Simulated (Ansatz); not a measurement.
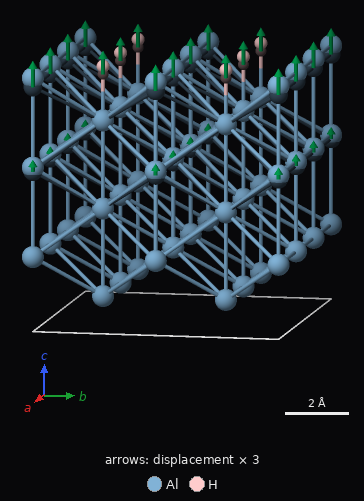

This is a constrained relaxation of a slab of composition Al6H (cut from the Fm-3m phase). The starting structure is drawn faded, the final one solid; green arrows show the displacements, 3 times their true length.

Style: ball-and-stick. Shown: the 3 × 2 repeat of the cell, outlined in the plane, without the vacuum, slightly off an axis.

Case: H put over an Al atom of a lower plane. The slab is the (1 1 0) face of Al with H on it. 3 atoms are held fixed.

Method: DFT PBEsol, scalar-relativistic, plane waves, PAW in Ansatz 0.2.0.

Input
```yaml
crystal:
  lattice:
    - [2.8394270062, 0.0, 0.0]
    - [0.0, 4.0155561815, 0.0]
    - [0.0, 0.0, 26.0985675155]
  atoms:
    - { symbol: Al, position: [0.5, 0.5, 0.3256883733] }
    - { symbol: Al, position: [0.0, 0.0, 0.3800865123] }
    - { symbol: Al, position: [0.5, 0.5, 0.4344846513] }
    - { symbol: Al, position: [0.0, 0.0, 0.4863154555] }
    - { symbol: Al, position: [0.5, 0.5, 0.5431153486] }
    - { symbol: Al, position: [0.0, 0.0, 0.5914115929] }
    - { symbol: H, position: [0.5, 0.5, 0.6013738255] }
basis:
  ecutwfc: 420
kpoints:
  mp_grid: { grid: [10, 7, 1] }
hamiltonian:
  xc: pbesol
scf:
  occupations: { method: gaussian, width: 0.1 }
output:
  forces: true
  eigenvalues: true
  write_density: true
  write_potential: true
  elf: true
  volumetric_format: npy
relax:
  adjacent_minimum: "off"
  f_tol: 0.03
  max_steps: 70
  constraints: [{ sites: [0, 1, 2] }]
efield:
  axis: 3
  dipole_correction: true
  ramp_width: 0.04
```

Run as
```bash
ansatz run input.yaml --threads 1 --pin off --max-ram 2560MiB --backend cpu --events-out ev --progress --plain --runs-dir out
```

Question: Describe the change and its energy.

Answer: The largest move is that of Al6, 0.29 Å along the normal (+c). Largest moves by element: Al 0.29 Å, H 0.26 Å. The cell stays as it was. Among the contacts that change: Al5–H7 1.520 → 1.756 Å, Al4–Al6 2.743 → 2.900 Å, Al5–Al6 2.763 → 2.894 Å, Al2–Al4 2.772 → 2.901 Å. Over 4 geometry steps the energy falls by 0.257 eV per cell of the calculation. The largest force component goes from 2.5 to 0.011 eV/Å.

Limits of the set-up: the periodic images lie only 2.8 Å apart, so the values are limited by the cell's size.
